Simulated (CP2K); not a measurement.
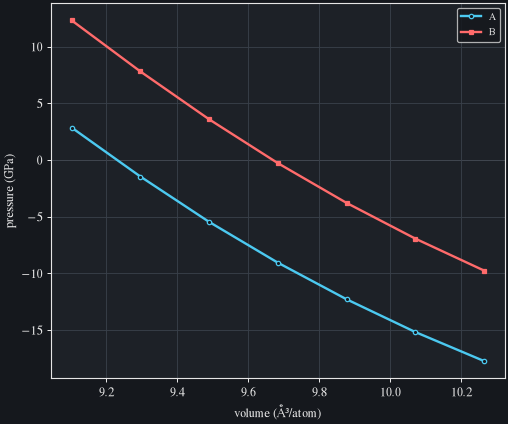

Plotted: pressure against volume, with one curve for each functional, for CoO (space group Fm-3m). The labels are replaced by letters. In alphabetical order the cases are: PBE; PBEsol.

How it was computed, with CP2K 2026.2: DFT in Gaussian orbitals with a plane-wave density, collinear spins; energies at scaled volumes of the given cell, shape and fractions fixed, counted from the fit's minimum, third-order Birch-Murnaghan fit. All runs: collinear spin.

k mesh 11×11×11; occupations Fermi–Dirac; smearing width 0.05 eV; potentials GTH PBE with UZH TZVP basis; density cutoff 11560 eV.

Which letter stands for which functional?

A: PBEsol; B: PBE.
